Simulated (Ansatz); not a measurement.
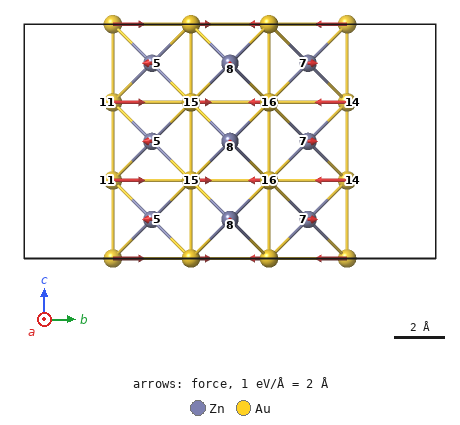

Starting geometry of a wire of composition ZnAu with the computed forces as red arrows. The picture is a ball-and-stick view of the 3 repeat of the cell, with the vacuum cut short, seen along the a axis.

Case: wire along [0 0 1], 16 atoms a period.

Theory: DFT PBE, scalar-relativistic, plane waves, PAW (Ansatz 0.2.0).

The input:
```yaml
crystal:
  lattice:
    - [18.6, 0.0, 0.0]
    - [0.0, 18.9, 0.0]
    - [0.0, 0.0, 3.1866968921]
  atoms:
    - { symbol: Zn, position: [0.2430083152, 0.5, 0.5] }
    - { symbol: Zn, position: [0.4143361051, 0.3313916988, 0.5] }
    - { symbol: Zn, position: [0.4143361051, 0.5, 0.5] }
    - { symbol: Zn, position: [0.4143361051, 0.6686083012, 0.5] }
    - { symbol: Zn, position: [0.5856638949, 0.3313916988, 0.5] }
    - { symbol: Zn, position: [0.5856638949, 0.5, 0.5] }
    - { symbol: Zn, position: [0.5856638949, 0.6686083012, 0.5] }
    - { symbol: Zn, position: [0.7569916848, 0.5, 0.5] }
    - { symbol: Au, position: [0.3286722101, 0.4156958494, 0.0] }
    - { symbol: Au, position: [0.3286722101, 0.5843041506, 0.0] }
    - { symbol: Au, position: [0.5, 0.2470875482, 0.0] }
    - { symbol: Au, position: [0.5, 0.4156958494, 0.0] }
    - { symbol: Au, position: [0.5, 0.5843041506, 0.0] }
    - { symbol: Au, position: [0.5, 0.7529124518, 0.0] }
    - { symbol: Au, position: [0.6713277899, 0.4156958494, 0.0] }
    - { symbol: Au, position: [0.6713277899, 0.5843041506, 0.0] }
basis:
  ecutwfc: 420
kpoints:
  mp_grid: { grid: [1, 1, 10] }
hamiltonian:
  xc: pbe
scf:
  occupations: { method: gaussian, width: 0.05 }
output:
  forces: true
  stress: true
  eigenvalues: true
  populations: true
  write_density: true
  write_potential: true
  elf: true
  volumetric_format: npy
relax:
  adjacent_minimum: "off"
  f_tol: 0.02
  max_steps: 45
  cell: { fix: [a, b, alpha, beta, gamma], stress_tol: 0.03 }
```

Launched with:
```bash
ansatz run input.yaml --threads 4 --pin off --max-ram 9216MiB --backend cpu --events-out ev --progress --plain --runs-dir out
```

> What follows when this structure is relaxed?

It isn't relaxed: the largest force vector, on Au atoms, is 0.67 eV/Å. The final displacements have little in common with the starting forces (cosine between the two patterns 0.21). The largest moves relative to the layer's centre, 0.46 Å, are those of Au9, Au10, Au15 and Au16. Largest moves by element: Au 0.46 Å, Zn 0.42 Å. Along the periodic axis the drawn cell goes c 9.560 → 8.148 Å (−14.8 %). Among the contacts that change: Au10–Au10 3.187 → 2.716 Å, Zn1–Zn1 3.187 → 2.716 Å, Au10–Au13 3.187 → 3.505 Å, Zn1–Zn3 3.187 → 2.959 Å. Among the angles between lasting bonds that change: Au9–Zn1–Au10 70.5° → 92.0°, Au9–Zn1–Au10 109.5° → 122.6°, Au13–Zn4–Au14 109.5° → 97.4°. After 7 accepted moves (9 points after the start) the energy has fallen by 1.913 eV per cell of the calculation. The largest force component goes from 0.67 to 0.0034 eV/Å. The line search rejected the trial step at point 5 of the run. The SCF was repeated once at an unchanged geometry on a basis and grid sized afresh for the cell, which shifted the energy by 16.0 meV per cell of the calculation at most. Cost: 6.4 min on 4 threads of Arm Neoverse V2, with other jobs on the host, peak memory 3.6 GiB.
